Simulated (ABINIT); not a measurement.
# Beyond one shot: GaP (F-43m)

Aim: iterate the self-energy on GaP (F-43m) and follow the gap from cycle to cycle.

Program: ABINIT 10.8.3. Level of theory: PBE and many-body steps on it, plane waves. Results are calculated unless marked as measured.

**The experiments to reproduce.**

- Gap 2.25 ± 0.04 eV: optical gap from Tauc plot (fundamental, indirect); spectroscopic ellipsometry, Tauc-Lorentz fit and Tauc plot; 300 K; film (GaP layer on Si reference sample) on Si (“Assessment of GaPSb/Si tandem material association properties for photoelectrochemical cells”, 2020, arxiv:2002.02774).

This is a report of a sequence of runs, with most program output left out.

### 1. The structure

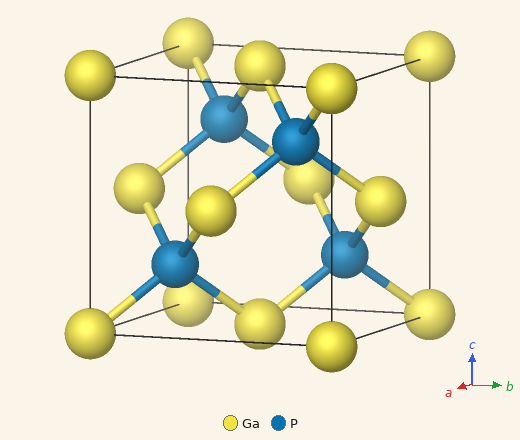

The starting structure, seen slightly off an axis (gallium yellow, phosphorus blue). This picture shows the conventional cell, with its axes. Bonds to atoms that aren't drawn are left out. Some periodic images of atoms are drawn too.

The cell and positions come from the Crystallography Open Database and are kept as given unless a step says otherwise.

### 2. Empty states on the mesh, 4×4×4 mesh, 50 bands

This step: ABINIT 10.8.3; DFT, PBE, plane waves, norm-conserving pseudopotentials.

The sums over transitions need many empty states on a uniform mesh; this step solves for them.

File run.abi:

```
acell 3*1.0 Angstrom
rprim 
  0.000000000000 2.725250000000 2.725250000000
  2.725250000000 0.000000000000 2.725250000000
  2.725250000000 2.725250000000 0.000000000000
ntypat 2
znucl 31 15
natom 2
typat 1 2
xred 
  0.000000000000 0.000000000000 0.000000000000
  0.250000000000 0.250000000000 0.250000000000
pp_dirpath "pseudos"
pseudos "Ga.upf, P.upf"
ecut 36
ngkpt 4 4 4
nshiftk 1
shiftk 0 0 0
kptopt 1
chksymbreak 0
iscf -2
irdden 1
istwfk *1
nband 50
nbdbuf 4
tolwfr 1e-09
nstep 60
prtvol 0
indata_prefix "in"
outdata_prefix "out"
tmpdata_prefix "tmp"
```

Command:

```bash
$ OMP_NUM_THREADS=1 mpirun -n 4 abinit run.abi > log
```

Run time: 7.4 s. Hardware: 4 MPI ranks of Arm Neoverse V2, shared host; peak memory 0.26 GiB; 29 s of CPU time.

This step gave:

| Item | Value |
| --- | --- |
| gap | 1.653 eV |
| k of the valence top | 0, 0, 0 |
| k of the conduction bottom | 0.5, 0.5, 0 |
| least direct gap | 1.817 eV |
| k points computed | 8 |
| lowest point of the top converged band, above the valence top | 45.23 eV |

On this mesh the gap is 1.653 eV.

The density comes from a self-consistent run that is not shown.

### 3. Screening, 4×4×4 mesh, 46 bands, screening to 106.1 eV

The RPA dielectric matrix is built and inverted for each q.

This step: RPA screening on PBE, plane waves, norm-conserving pseudopotentials.

Changes to run.abi since step 2:

```diff
@@ -20,10 +20,11 @@
 chksymbreak 0
-iscf -2
-irdden 1
 istwfk *1
-nband 50
-nbdbuf 4
-tolwfr 1e-09
-nstep 60
-prtvol 0
+occopt 1
+irdwfk 1
+optdriver 3
+nband 46
+ecuteps 3.9
+inclvkb 2
+awtr 1
+symchi 1
 indata_prefix "in"
```

Elapsed: 5.2 s, on 4 MPI ranks; peak memory 0.46 GiB.

Numbers from this step:

```
ε∞ with local fields, on this mesh, along the program's q direction : 18.02
the same without local fields                                       : 19.59
plasma frequency                                                    : 24.76 eV
plane waves in the screening matrix                                 : 113
```

Local fields lower ε∞ by 8 %. On a Γ-centred mesh this coarse the value itself is usually too large, while a short band sum pulls it down.

### 4. G0W0

The self-energy is evaluated for the states that the input lists, and the levels follow from it, in one-shot runs by the linearised quasiparticle equation.

This step: G0W0 on PBE, plane waves, norm-conserving pseudopotentials.

Changes to run.abi since step 3:

```diff
@@ -23,8 +23,17 @@
 irdwfk 1
-optdriver 3
+optdriver 4
 nband 46
+gwcalctyp 0
+ecutsigx 36
+symsigma 1
+nkptgw 2
+kptgw 
+  0.0000000000 0.0000000000 0.0000000000
+  0.5000000000 0.5000000000 0.0000000000
+bdgw 
+  7 13
+  8 11
 ecuteps 3.9
-inclvkb 2
-awtr 1
-symchi 1
+irdscr 1
+ppmodel 1
 indata_prefix "in"
```

It took 3.1 s on 4 MPI ranks; peak memory 0.37 GiB.

This step gave:

| Quantity | Value |
| --- | --- |
| G0W0 gap on the points computed | 2.014 eV |
| starting gap on the mesh | 1.653 eV |
| k of the valence top | 0, 0, 0 |
| k of the conduction bottom | 0.5, 0.5, 0 |
| Z at the valence top | 0.783 |
| Z at the conduction bottom | 0.807 |
| least direct G0W0 gap on the computed points | 2.366 eV |

The gap on the mesh goes from 1.65 eV to 2.01 eV, a correction of +0.36 eV.

### 5. evGW0, cycle 1

This step: evGW0 on PBE, plane waves, norm-conserving pseudopotentials.

Changes to run.abi since step 4:

```diff
@@ -25,12 +25,24 @@
 nband 46
-gwcalctyp 0
+gwcalctyp 10
 ecutsigx 36
 symsigma 1
-nkptgw 2
+nkptgw 8
 kptgw 
   0.0000000000 0.0000000000 0.0000000000
+  0.2500000000 0.0000000000 0.0000000000
+  0.5000000000 0.0000000000 0.0000000000
+  0.2500000000 0.2500000000 0.0000000000
+  0.5000000000 0.2500000000 0.0000000000
+  -0.2500000000 0.2500000000 0.0000000000
   0.5000000000 0.5000000000 0.0000000000
+  -0.2500000000 0.5000000000 0.2500000000
 bdgw 
-  7 13
-  8 11
+  1 13
+  1 13
+  1 13
+  1 13
+  1 13
+  1 13
+  1 13
+  1 13
 ecuteps 3.9
```

Wall time 20 s (4 MPI ranks); peak memory 0.87 GiB; 80 s of CPU time.

This step gave:

- quasiparticle gap on the mesh: 2.107 eV
- gap of the density functional on the mesh: 1.653 eV
- k of the valence top: 0, 0, 0
- k of the conduction bottom: 0.5, 0.5, 0
- Z at the valence top: 0.783
- Z at the conduction bottom: 0.807
- least direct quasiparticle gap on the computed points: 2.515 eV

Against G0W0 in ABINIT (4×4×4 mesh, 46 bands, screening to 106.1 eV, Godby-Needs plasmon pole), the gap moves by +0.093 eV. This first cycle still uses the starting levels; it takes the full correction, at all points of the mesh, and its linearised value is 2.014 eV.

### 6. evGW0, cycle 2

The corrected levels of the last cycle go back in.

Changes to run.abi since step 5:

```diff
@@ -50,2 +50,3 @@
 ppmodel 1
+irdqps 1
 indata_prefix "in"
```

The job ended after 20 s (4 MPI ranks; peak memory 0.87 GiB).

This step gave:

```yaml
quasiparticle_gap_on_the_mesh: 2.079 eV
gap_of_the_density_functional_on_the_mesh: 1.653 eV
k_of_the_valence_top: 0, 0, 0
k_of_the_conduction_bottom: 0.5, 0.5, 0
least_direct_quasiparticle_gap_on_the_computed_points: 2.435 eV
```

Against the cycle before, the gap moves by −0.028 eV.

### 7. evGW0, cycle 3

run.abi is that of step 6.

It took 20 s on 4 MPI ranks; peak memory 0.87 GiB.

Numbers from this step:

```yaml
quasiparticle_gap_on_the_mesh: 2.079 eV
gap_of_the_density_functional_on_the_mesh: 1.653 eV
k_of_the_valence_top: 0, 0, 0
k_of_the_conduction_bottom: 0.5, 0.5, 0
least_direct_quasiparticle_gap_on_the_computed_points: 2.443 eV
```

Against the cycle before, the gap moves by +0.000 eV.

### 8. Screening, 4×4×4 mesh, 46 bands, screening to 106.1 eV

This step: RPA screening on PBE, plane waves, norm-conserving pseudopotentials.

File run.abi:

```
acell 3*1.0 Angstrom
rprim 
  0.000000000000 2.725250000000 2.725250000000
  2.725250000000 0.000000000000 2.725250000000
  2.725250000000 2.725250000000 0.000000000000
ntypat 2
znucl 31 15
natom 2
typat 1 2
xred 
  0.000000000000 0.000000000000 0.000000000000
  0.250000000000 0.250000000000 0.250000000000
pp_dirpath "pseudos"
pseudos "Ga.upf, P.upf"
ecut 36
ngkpt 4 4 4
nshiftk 1
shiftk 0 0 0
kptopt 1
chksymbreak 0
istwfk *1
occopt 1
irdwfk 1
optdriver 3
nband 46
ecuteps 3.9
inclvkb 2
awtr 1
symchi 1
gwcalctyp 10
mbpt_sciss 0.836 eV
nqptdm 1
qptdm 
  0 0 0
indata_prefix "in"
outdata_prefix "out"
tmpdata_prefix "tmp"
```

It took 2.8 s on 4 MPI ranks; peak memory 0.12 GiB.

This step gave:

```yaml
eps_infinity_with_local_fields_on_this_mesh_along_the_program_s_q_direction: 14.65
the_same_without_local_fields: 15.80
plasma_frequency: 24.76 eV
plane_waves_in_the_screening_matrix: 113
```

This screening uses the functional's bands under a rigid shift, the mean opening of the cycle before.

### 9. Screening, 4×4×4 mesh, 46 bands, screening to 106.1 eV

This step: RPA screening on PBE from quasiparticle energies, plane waves, norm-conserving pseudopotentials.

Changes to run.abi since step 8:

```diff
@@ -29,7 +29,13 @@
 symchi 1
+irdqps 1
 gwcalctyp 10
-mbpt_sciss 0.836 eV
-nqptdm 1
+nqptdm 7
 qptdm 
-  0 0 0
+  0.2500000000 0.0000000000 0.0000000000
+  0.5000000000 0.0000000000 0.0000000000
+  0.2500000000 0.2500000000 0.0000000000
+  0.5000000000 0.2500000000 0.0000000000
+  -0.2500000000 0.2500000000 0.0000000000
+  0.5000000000 0.5000000000 0.0000000000
+  -0.2500000000 0.5000000000 0.2500000000
 indata_prefix "in"
```

File mrgscr.stdin:

```
2
merged
q0_SCR
out_SCR
1
```

Command:

```bash
$ OMP_NUM_THREADS=1 mpirun -n 4 abinit run.abi > log; mrgscr < mrgscr.stdin
```

Wall time 4.5 s (4 MPI ranks); peak memory 0.43 GiB.

This step gave:

```
plasma frequency                    : 24.76 eV
plane waves in the screening matrix : 113
```

This screening reads the quasiparticle levels of the cycle before.

### 10. evGW, cycle 1

This step: evGW on PBE, plane waves, norm-conserving pseudopotentials.

Changes to run.abi since step 9:

```diff
@@ -23,12 +23,10 @@
 irdwfk 1
-optdriver 3
+optdriver 4
 nband 46
-ecuteps 3.9
-inclvkb 2
-awtr 1
-symchi 1
-irdqps 1
 gwcalctyp 10
-nqptdm 7
-qptdm 
+ecutsigx 36
+symsigma 1
+nkptgw 8
+kptgw 
+  0.0000000000 0.0000000000 0.0000000000
   0.2500000000 0.0000000000 0.0000000000
@@ -40,2 +38,15 @@
   -0.2500000000 0.5000000000 0.2500000000
+bdgw 
+  1 13
+  1 13
+  1 13
+  1 13
+  1 13
+  1 13
+  1 13
+  1 13
+ecuteps 3.9
+irdscr 1
+ppmodel 1
+irdqps 1
 indata_prefix "in"
```

Command:

```bash
$ OMP_NUM_THREADS=1 mpirun -n 4 abinit run.abi > log
```

Wall time 20 s (4 MPI ranks); peak memory 0.87 GiB; 79 s of CPU time.

This step gave:

| Quantity | Value |
| --- | --- |
| quasiparticle gap on the mesh | 2.172 eV |
| gap of the density functional on the mesh | 1.653 eV |
| k of the valence top | 0, 0, 0 |
| k of the conduction bottom | 0.5, 0.5, 0 |
| least direct quasiparticle gap on the computed points | 2.516 eV |

Against G0W0 in ABINIT (4×4×4 mesh, 46 bands, screening to 106.1 eV, Godby-Needs plasmon pole), the gap moves by +0.158 eV.

### 11. Screening, 4×4×4 mesh, 46 bands, screening to 106.1 eV

This step: RPA screening on PBE, plane waves, norm-conserving pseudopotentials.

File run.abi:

```
acell 3*1.0 Angstrom
rprim 
  0.000000000000 2.725250000000 2.725250000000
  2.725250000000 0.000000000000 2.725250000000
  2.725250000000 2.725250000000 0.000000000000
ntypat 2
znucl 31 15
natom 2
typat 1 2
xred 
  0.000000000000 0.000000000000 0.000000000000
  0.250000000000 0.250000000000 0.250000000000
pp_dirpath "pseudos"
pseudos "Ga.upf, P.upf"
ecut 36
ngkpt 4 4 4
nshiftk 1
shiftk 0 0 0
kptopt 1
chksymbreak 0
istwfk *1
occopt 1
irdwfk 1
optdriver 3
nband 46
ecuteps 3.9
inclvkb 2
awtr 1
symchi 1
gwcalctyp 10
mbpt_sciss 0.937 eV
nqptdm 1
qptdm 
  0 0 0
indata_prefix "in"
outdata_prefix "out"
tmpdata_prefix "tmp"
```

Run time: 2.8 s. Hardware: 4 MPI ranks; peak memory 0.12 GiB; 11 s of CPU time.

Numbers from this step:

- ε∞ with local fields, on this mesh, along the program's q direction: 14.34
- the same without local fields: 15.46
- plasma frequency: 24.76 eV
- plane waves in the screening matrix: 113

This screening uses the functional's bands under a rigid shift, the mean opening of the cycle before.

### 12. Screening, 4×4×4 mesh, 46 bands, screening to 106.1 eV

This step: RPA screening on PBE from quasiparticle energies, plane waves, norm-conserving pseudopotentials.

Changes to run.abi since step 11:

```diff
@@ -29,7 +29,13 @@
 symchi 1
+irdqps 1
 gwcalctyp 10
-mbpt_sciss 0.937 eV
-nqptdm 1
+nqptdm 7
 qptdm 
-  0 0 0
+  0.2500000000 0.0000000000 0.0000000000
+  0.5000000000 0.0000000000 0.0000000000
+  0.2500000000 0.2500000000 0.0000000000
+  0.5000000000 0.2500000000 0.0000000000
+  -0.2500000000 0.2500000000 0.0000000000
+  0.5000000000 0.5000000000 0.0000000000
+  -0.2500000000 0.5000000000 0.2500000000
 indata_prefix "in"
```

mrgscr.stdin is that of step 9.

Command:

```bash
$ OMP_NUM_THREADS=1 mpirun -n 4 abinit run.abi > log; mrgscr < mrgscr.stdin
```

The job ended after 4.5 s (4 MPI ranks; peak memory 0.43 GiB; 18 s of CPU time).

This step gave:

```yaml
plasma_frequency: 24.76 eV
plane_waves_in_the_screening_matrix: 113
```

This screening reads the quasiparticle levels of the cycle before.

### 13. evGW, cycle 2

This step: evGW on PBE, plane waves, norm-conserving pseudopotentials.

Changes to run.abi since step 12:

```diff
@@ -23,12 +23,10 @@
 irdwfk 1
-optdriver 3
+optdriver 4
 nband 46
-ecuteps 3.9
-inclvkb 2
-awtr 1
-symchi 1
-irdqps 1
 gwcalctyp 10
-nqptdm 7
-qptdm 
+ecutsigx 36
+symsigma 1
+nkptgw 8
+kptgw 
+  0.0000000000 0.0000000000 0.0000000000
   0.2500000000 0.0000000000 0.0000000000
@@ -40,2 +38,15 @@
   -0.2500000000 0.5000000000 0.2500000000
+bdgw 
+  1 13
+  1 13
+  1 13
+  1 13
+  1 13
+  1 13
+  1 13
+  1 13
+ecuteps 3.9
+irdscr 1
+ppmodel 1
+irdqps 1
 indata_prefix "in"
```

Command:

```bash
$ OMP_NUM_THREADS=1 mpirun -n 4 abinit run.abi > log
```

Run time: 20 s. Hardware: 4 MPI ranks; peak memory 0.87 GiB; 79 s of CPU time.

This step gave:

```
quasiparticle gap on the mesh                         : 2.177 eV
gap of the density functional on the mesh             : 1.653 eV
k of the valence top                                  : 0, 0, 0
k of the conduction bottom                            : 0.5, 0.5, 0
least direct quasiparticle gap on the computed points : 2.521 eV
```

Against the cycle before, the gap moves by +0.005 eV.

### 14. The runs together

Times are wall times on 4 MPI ranks of Arm Neoverse V2, shared host, good to a factor of about two. A run's time includes the screening step that it read.

```tsv
run	mesh	bands	screening cutoff (eV)	DFT gap (eV)	gap on the mesh (eV)	direct (eV)	ε∞ used	time
G0W0	4×4×4	46	106.1	1.653	2.014	2.366	18.02	8.2 s
evGW0, cycle 1	4×4×4	46	106.1	1.653	2.107	2.515	18.02	25 s
evGW0, cycle 2	4×4×4	46	106.1	1.653	2.079	2.435	18.02	25 s
evGW0, cycle 3	4×4×4	46	106.1	1.653	2.079	2.443	18.02	25 s
evGW, cycle 1	4×4×4	46	106.1	1.653	2.172	2.516	14.65	27 s
evGW, cycle 2	4×4×4	46	106.1	1.653	2.177	2.521	14.34	27 s
```

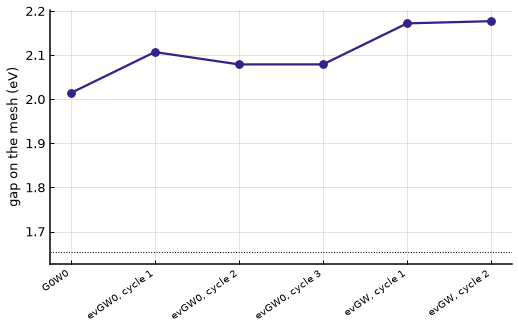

The gap through the cycles; the dotted line is the starting gap.

### 15. What came out

* G0W0: 2.014 eV
* evGW0, cycle 1: 2.107 eV
* evGW0, cycle 2: 2.079 eV
* evGW0, cycle 3: 2.079 eV
* evGW, cycle 1: 2.172 eV
* evGW, cycle 2: 2.177 eV
* known limits: not at the basis limit; exchange with frozen shells missing; no spin-orbit coupling; coarse k mesh

What this shows: Only the bands that the input lists are updated; the others, empty or deep, keep the functional's energies or take a rigid shift. The evGW loop starts from the last levels of evGW0, so its cycles and time come on top of those. evGW0 ends at 2.08 eV, +0.06 eV from G0W0, after 3 cycles that took 60 s beside the first screening; the last moved the gap by 0.000 eV. evGW ends at 2.18 eV, +0.16 eV from G0W0, after 2 cycles that took 54 s beside the first screening; the last moved the gap by 0.005 eV. The first cycle of evGW0 takes the full correction, without the factor Z, so it overshoots the one-shot value. Against experiment, by evGW, cycle 2: the gap of 2.18 eV lies −0.07 eV from the measured 2.25 ± 0.04 eV (indirect, 300 K, on Si, 2020). These are gaps on the mesh, at modest bands and cutoff. The calculation has static nuclei and no excitons; a measured gap holds zero-point and thermal motion, which mostly lowers it. Bands and cutoff are finite, so the gap is not at the basis limit. The miss can reach some tenths of an eV and take either sign; the mesh is an error of its own. A denser mesh or path gives a starting gap of 1.59 eV: the GW mesh misses a band edge, so its gaps are not the fundamental one. The 4×4×4 mesh is coarse for this cell, which bears on the long-range parts of exchange and screening. The norm-conserving file of at least one element keeps a d shell over frozen s and p shells of the same row. Exchange with those shells is missing from the self-energy, an error of 0.3 to 0.9 eV in cases checked, whose sign depends on which edge lies on those atoms. In the updated screening the q = 0 part is built from Kohn-Sham bands under a rigid shift, the other q from the quasiparticle levels. The many-body steps are scalar-relativistic: spin-orbit coupling is not in them.

[Paths, hosts, dates, memory and timing lines, banners, echoed tables and standing remarks are left out of the program output.]

[Logs are printed without paths, hosts, clocks, repeated set-up lines and the standing remarks that a program may print on its own settings, such as how far it seeks lower states.]

[Runs of the session that timed out or met a known fault of the program may be left out.]

[Hosts, paths, dates, database ids (printed as entryN), source tags and the programs' standing remarks are cut or masked in the printed files.]

[G0W0 gaps are taken among the corrected bands and points alone; a level outside them can change the order at an edge.]

[Where Ansatz stands beside ABINIT at settings called matched, ABINIT's density can come from a denser mesh and the files from another edition; pairs whose starting gaps differed by over 0.03 eV were left out, so agreement reads better than it is.]
